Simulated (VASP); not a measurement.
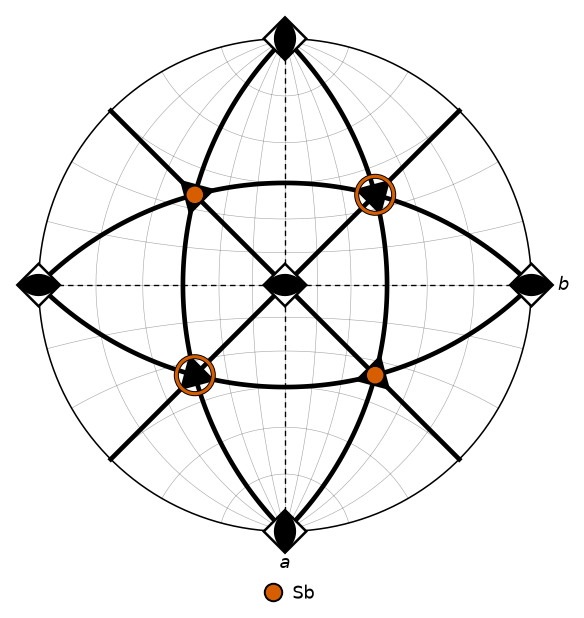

Directions from one gallium atom at (0, 0, 0) to its bonded neighbours, in stereographic projection down c (filled: above the plane of the page or in it, open: below). Crystal: GaSb, the geometry relaxed with VASP Kohn-Sham DFT of a periodic cell, PBEsol, VASP PAW PBE potentials, recommended in VASP. The drawing is computed from the coordinates (standard cell, symmetry found to 0.002 Å).

Neighbours are counted up to 3.18 Å for Sb. The symmetry elements of the site are drawn in: heavy lines are mirror planes (a heavy rim: a mirror in the plane of the page); lens, triangle, square and hexagon are 2-, 3-, 4- and 6-fold axes, a lens in an open square is −4, a triangle in an open hexagon −6; thin dashed diameters join the ends of axes that lie in the page; a small open circle marks inversion.

```yaml
crystal:
  lattice:
    - [6.11333, 0.00000, 0.00000]
    - [0.00000, 6.11333, 0.00000]
    - [0.00000, 0.00000, 6.11333]
  atoms:
    - { symbol: Sb, position: [0.25000, 0.25000, 0.25000] }
    - { symbol: Ga, position: [0.00000, 0.00000, 0.00000] }
    - { symbol: Sb, position: [0.25000, 0.75000, 0.75000] }
    - { symbol: Ga, position: [0.00000, 0.50000, 0.50000] }
    - { symbol: Sb, position: [0.75000, 0.25000, 0.75000] }
    - { symbol: Ga, position: [0.50000, 0.00000, 0.50000] }
    - { symbol: Sb, position: [0.75000, 0.75000, 0.25000] }
    - { symbol: Ga, position: [0.50000, 0.50000, 0.00000] }
```

How many neighbours are there, and at what angles?

Answer. 4: 4 Sb at 2.65 Å. Angles between bonds: 109° (6×).

What is the site's symmetry in the crystal?

Answer. Point group -43m (Td), order 24: three −4 axes, four threefold axes, six mirror planes. In F-43m (No. 216) this is Wyckoff position 4a.
